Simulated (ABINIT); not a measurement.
**GeSb2Te4: single-point calculation (part 2 of 2)**

GeSb2Te4 (R-3m, 7 atoms in the cell); Kohn-Sham DFT of a periodic cell, PBEsol, JTH PAW PBE v2.0, no spin polarisation (ABINIT 10.8.3); cutoff 598.65 eV, 7×7×7 k-mesh, fermi-dirac of 0.05 eV. The structure derives from a Materials Project entry.

Geometry of the input (Å; fractional positions):
```
2.1593  1.2467  13.2280
-2.1593  1.2467  13.2280
0.0000  -2.4933  13.2280
Te 0.7090  0.7090  0.7090
Te 0.2910  0.2910  0.2910
Te 0.5697  0.5697  0.5697
Te 0.4303  0.4303  0.4303
Sb 0.8594  0.8594  0.8594
Sb 0.1406  0.1406  0.1406
Ge 0.0000  0.0000  0.0000
```

### Log, continued
```
--- !ResultsGS
iteration_state: {dtset: 1, }
comment   : Summary of ground state results
lattice_vectors:
- [  4.0804649,   2.3558575,  24.9973717, ]
- [ -4.0804649,   2.3558575,  24.9973717, ]
- [  0.0000000,  -4.7117150,  24.9973717, ]
lattice_lengths: [  25.43755,   25.43755,   25.43755, ]
lattice_angles: [ 18.462,  18.462,  18.462, ] # degrees, (23, 13, 12)
lattice_volume:   1.4417975E+03
convergence: {deltae: -1.933E-12, res2:  9.955E-11, residm:  3.770E-04, diffor: null, }
etotal    :  -2.94136968E+02
entropy   :   0.00000000E+00
fermie    :  -6.80865540E-02
cartesian_stress_tensor: # hartree/bohr^3
- [  8.78109193E-05,   0.00000000E+00,   0.00000000E+00, ]
- [  0.00000000E+00,   8.78109167E-05,  -5.71190016E-13, ]
- [  0.00000000E+00,  -5.71190016E-13,   9.81259184E-05, ]
pressure_GPa:  -2.6846E+00
xred      :
- [  7.0897E-01,   7.0897E-01,   7.0897E-01, Te]
- [  2.9103E-01,   2.9103E-01,   2.9103E-01, Te]
- [  5.6968E-01,   5.6968E-01,   5.6968E-01, Te]
- [  4.3032E-01,   4.3032E-01,   4.3032E-01, Te]
- [  8.5941E-01,   8.5941E-01,   8.5941E-01, Sb]
- [  1.4059E-01,   1.4059E-01,   1.4059E-01, Sb]
- [  0.0000E+00,   0.0000E+00,   0.0000E+00, Ge]
cartesian_forces: # hartree/bohr
- [  4.15446924E-19,   1.41980635E-18,  -1.77014061E-03, ]
- [ -2.93981530E-19,   4.47096274E-20,   1.77014061E-03, ]
- [ -1.42714950E-19,   2.27948848E-19,   7.39541234E-04, ]
- [  2.64180344E-19,  -7.27019063E-19,  -7.39541234E-04, ]
- [ -3.03436471E-19,  -5.10151816E-19,  -5.42953562E-04, ]
- [ -2.27014877E-22,  -2.05758834E-19,   5.42953562E-04, ]
- [  6.07326972E-20,  -2.49535108E-19,  -0.00000000E+00, ]
force_length_stats: {min:   2.56819451E-19, max:   1.77014061E-03, mean:   8.72181546E-04, }
...

 Integrated electronic density in atomic spheres:
 ------------------------------------------------
 Atom  Sphere_radius  Integrated_density
    1        2.31107          3.06351427
    2        2.31107          3.06351427
    3        2.31107          3.02497175
    4        2.31107          3.02497175
    5        2.40089         12.37783899
    6        2.40089         12.37783899
    7        2.30477         12.06885765

================================================================================

 ----iterations are completed or convergence reached----

 Mean square residual over all n,k,spin=   16.425E-07; max=  37.699E-05
 reduced coordinates (array xred) for    7 atoms
       0.708971999995      0.708971999995      0.708971999995
       0.291028000005      0.291028000005      0.291028000005
       0.569682999998      0.569682999998      0.569682999998
       0.430317000002      0.430317000002      0.430317000002
       0.859410999992      0.859410999992      0.859410999992
       0.140589000008      0.140589000008      0.140589000008
       0.000000000000      0.000000000000      0.000000000000
 rms dE/dt=  2.6640E-02; max dE/dt=  4.4249E-02; dE/dt below (all hartree)
    1       0.044248862779      0.044248862779      0.044248862779
    2      -0.044248862779     -0.044248862779     -0.044248862779
    3      -0.018486587082     -0.018486587082     -0.018486587082
    4       0.018486587082      0.018486587082      0.018486587082
    5       0.013572411982      0.013572411982      0.013572411982
    6      -0.013572411982     -0.013572411982     -0.013572411982
    7       0.000000000000      0.000000000000      0.000000000000

 cartesian coordinates (angstrom) at end:
    1     -0.00000000000000     0.00000000095434    28.13492865069051
    2      0.00000000000000     0.00000000039175    11.54918955268034
    3     -0.00000000000000     0.00000000076685    22.60736751037861
    4     -0.00000000000000     0.00000000057925    17.07675069299223
    5     -0.00000000000000     0.00000000115685    34.10496770895907
    6      0.00000000000000     0.00000000018925     5.57915049441177
    7      0.00000000000000     0.00000000000000     0.00000000000000

 cartesian forces (hartree/bohr) at end:
    1      0.00000000000000     0.00000000000000    -0.00177014061307
    2     -0.00000000000000     0.00000000000000     0.00177014061307
    3     -0.00000000000000     0.00000000000000     0.00073954123418
    4      0.00000000000000    -0.00000000000000    -0.00073954123418
    5     -0.00000000000000    -0.00000000000000    -0.00054295356215
    6     -0.00000000000000    -0.00000000000000     0.00054295356215
    7      0.00000000000000    -0.00000000000000    -0.00000000000000
 frms,max,avg= 6.1529069E-04 1.7701406E-03   0.000E+00  0.000E+00  0.000E+00 h/b

 cartesian forces (eV/Angstrom) at end:
    1      0.00000000000000     0.00000000000000    -0.09102429010942
    2     -0.00000000000000     0.00000000000000     0.09102429010942
    3     -0.00000000000000     0.00000000000000     0.03802873927114
    4      0.00000000000000    -0.00000000000000    -0.03802873927114
    5     -0.00000000000000    -0.00000000000000    -0.02791979472813
    6     -0.00000000000000    -0.00000000000000     0.02791979472813
    7      0.00000000000000    -0.00000000000000    -0.00000000000000
 frms,max,avg= 3.1639519E-02 9.1024290E-02   0.000E+00  0.000E+00  0.000E+00 e/A
 length scales= 25.437547992500 25.437547992500 25.437547992500 bohr
              = 13.460970689750 13.460970689750 13.460970689750 angstroms
 Fermi (or HOMO) energy (hartree) =  -0.06809   Average Vxc (hartree)=  -0.34932
 Eigenvalues (hartree) for nkpt=  44  k points:
 kpt#   1, nband= 41, wtk=  0.00292, kpt=  0.0000  0.0000  0.0000 (reduced coord)
  -1.14432   -1.14432   -1.14340   -1.14340   -1.14335   -1.14239   -1.14239   -1.14223
  -1.14141   -1.14141   -0.97143   -0.97143   -0.97129   -0.97120   -0.97120   -0.55681
  -0.54299   -0.51006   -0.46252   -0.42487   -0.32810   -0.30676   -0.15725   -0.15152
  -0.15152   -0.14900   -0.14900   -0.14775   -0.11360   -0.11360   -0.10757   -0.10757
  -0.10275   -0.07404   -0.06438   -0.06438   -0.04254   -0.02512   -0.02512   -0.01653
   0.01728
      occupation numbers for kpt#   1
   2.00000    2.00000    2.00000    2.00000    2.00000    2.00000    2.00000    2.00000
   2.00000    2.00000    2.00000    2.00000    2.00000    2.00000    2.00000    2.00000
   2.00000    2.00000    2.00000    2.00000    2.00000    2.00000    2.00000    2.00000
   2.00000    2.00000    2.00000    2.00000    2.00000    2.00000    2.00000    2.00000
   2.00000    1.92474    0.23521    0.23521    0.00000    0.00000    0.00000    0.00000
   0.00000
 prteigrs : prtvol=0 or 1, do not print more k-points.

 Fermi (or HOMO) energy (eV) =  -1.85273   Average Vxc (eV)=  -9.50539
 Eigenvalues (   eV  ) for nkpt=  44  k points:
 kpt#   1, nband= 41, wtk=  0.00292, kpt=  0.0000  0.0000  0.0000 (reduced coord)
 -31.13853  -31.13853  -31.11342  -31.11342  -31.11201  -31.08611  -31.08611  -31.08161
 -31.05946  -31.05946  -26.43393  -26.43393  -26.43026  -26.42764  -26.42764  -15.15145
 -14.77558  -13.87955  -12.58591  -11.56138   -8.92806   -8.34736   -4.27905   -4.12309
  -4.12309   -4.05439   -4.05439   -4.02059   -3.09113   -3.09113   -2.92712   -2.92712
  -2.79599   -2.01481   -1.75196   -1.75196   -1.15746   -0.68346   -0.68346   -0.44983
   0.47012
 prteigrs : prtvol=0 or 1, do not print more k-points.

--- !EnergyTerms
iteration_state     : {dtset: 1, }
comment             : Components of total free energy in Hartree
kinetic             :  2.42939049832394E+01
hartree             :  9.46963654414373E+01
xc                  : -2.30490986128093E+01
Ewald energy        : -1.65694570638779E+02
psp_core            :  2.41518611297972E+01
local_psp           : -2.72660371780495E+02
PAW spherical_terms :  2.41255344302960E+01
internal            : -2.94136375047313E+02
'-kT*entropy'       : -5.92807806160416E-04
total_energy        : -2.94136967855119E+02
total_energy_eV     : -8.00387464152735E+03
...

--- !EnergyTermsDC
iteration_state     : {dtset: 1, }
comment             : '"Double-counting" decomposition of free energy'
band_energy         : -4.28329469688619E+01
Ewald energy        : -1.65694570638779E+02
psp_core            :  2.41518611297972E+01
xc_dc               : -9.75458930621870E+01
PAW spherical_terms : -1.22148253078636E+01
internal            : -2.94136374847894E+02
'-kT*entropy'       : -5.92807806160416E-04
total_energy_dc     : -2.94136967655700E+02
total_energy_dc_eV  : -8.00387463610088E+03
...

--- !EnergyTermsWithPAWCore
iteration_state     : {dtset: 1, }
comment             : 'Components of total free energy, including PAW core contributions'
Total energy        : -4.22219892169124E+04
Total energy DC     : -4.22219892167129E+04
Total energy (eV)   : -1.14891885665505E+06
Total energy DC (eV): -1.14891885664962E+06
...

 Cartesian components of stress tensor (hartree/bohr^3)
  sigma(1 1)=  8.78109193E-05  sigma(3 2)= -5.71190016E-13
  sigma(2 2)=  8.78109167E-05  sigma(3 1)=  0.00000000E+00
  sigma(3 3)=  9.81259184E-05  sigma(2 1)=  0.00000000E+00

-Cartesian components of stress tensor (GPa)         [Pressure= -2.6846E+00 GPa]
- sigma(1 1)=  2.58348644E+00  sigma(3 2)= -1.68049905E-08
- sigma(2 2)=  2.58348636E+00  sigma(3 1)=  0.00000000E+00
- sigma(3 3)=  2.88696419E+00  sigma(2 1)=  0.00000000E+00

== END DATASET(S) ==============================================================
================================================================================

 -outvars: echo values of variables after computation  --------
            acell      2.5437547993E+01  2.5437547993E+01  2.5437547993E+01 Bohr
           etotal     -2.9413696766E+02
            fcart      4.1544692427E-19  1.4198063451E-18 -1.7701406131E-03
                      -2.9398152990E-19  4.4709627362E-20  1.7701406131E-03
                      -1.4271494965E-19  2.2794884799E-19  7.3954123418E-04
                       2.6418034402E-19 -7.2701906317E-19 -7.3954123418E-04
                      -3.0343647104E-19 -5.1015181555E-19 -5.4295356215E-04
                      -2.2701487701E-22 -2.0575883413E-19  5.4295356215E-04
                       6.0732697184E-20 -2.4953510759E-19 -0.0000000000E+00
            rprim      1.6041109410E-01  9.2613388400E-02  9.8269580300E-01
                      -1.6041109410E-01  9.2613388400E-02  9.8269580300E-01
                       0.0000000000E+00 -1.8522677670E-01  9.8269580300E-01
           strten      8.7810919272E-05  8.7810916716E-05  9.8125918364E-05
                      -5.7119001576E-13  0.0000000000E+00  0.0000000000E+00
           xangst     -2.6334768688E-16  9.5434476793E-10  2.8134928651E+01
                       1.4821041781E-16  3.9175186631E-10  1.1549189553E+01
                      -6.0737042863E-17  7.6684848069E-10  2.2607367510E+01
                      -5.4400226209E-17  5.7924831286E-10  1.7076750693E+01
                      -8.5537055063E-17  1.1568503659E-09  3.4104967709E+01
                       3.1513933895E-17  1.8924647593E-10  5.5791504944E+00
                       0.0000000000E+00  0.0000000000E+00  0.0000000000E+00
             xred      7.0897200000E-01  7.0897200000E-01  7.0897200000E-01
                       2.9102800000E-01  2.9102800000E-01  2.9102800000E-01
                       5.6968300000E-01  5.6968300000E-01  5.6968300000E-01
                       4.3031700000E-01  4.3031700000E-01  4.3031700000E-01
                       8.5941099999E-01  8.5941099999E-01  8.5941099999E-01
                       1.4058900001E-01  1.4058900001E-01  1.4058900001E-01
                       0.0000000000E+00  0.0000000000E+00  0.0000000000E+00
 Calculation completed.
```

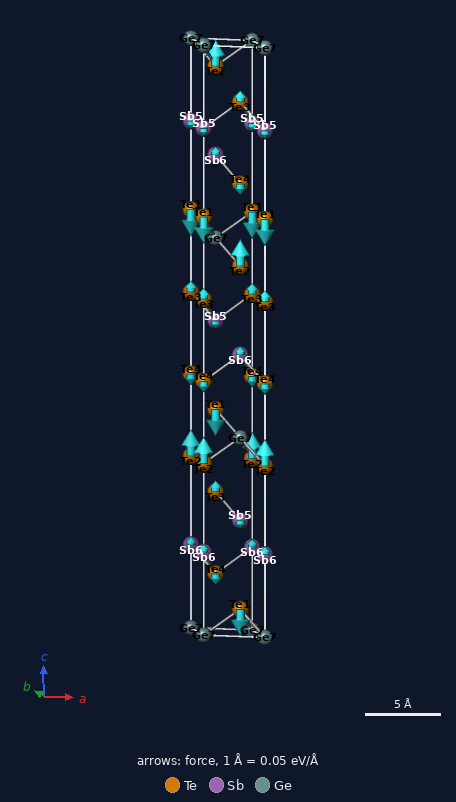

**Figure 1.** Forces on the atoms as teal arrows (ball-and-stick view of the cell 3 times as large as that of the calculation, set on its symmetry axes, seen slightly off an axis; atoms are numbered from 1 in the order of the input). The largest act on Te1, Te2 (0.09 eV/Å); Te3, Te4 (0.04 eV/Å); Sb5, Sb6 (0.03 eV/Å). The geometry is not a stationary point of this energy.

### Summary

| quantity | value |
| --- | --- |
| outcome | converged |
| space group (tolerance 0.01 Å) | R-3m (166) |
| electrons treated | 68 |
| free energy | −8003.8746 eV |
| Fermi energy | −1.853 eV |
| gap on the k-point mesh | none (metallic) |
| pressure | −2.68 GPa |
| largest force (length of the vector) | 0.091 eV/Å |
| wall time | 15 min (CPU time 60 min) |
| peak memory | 6 GiB |
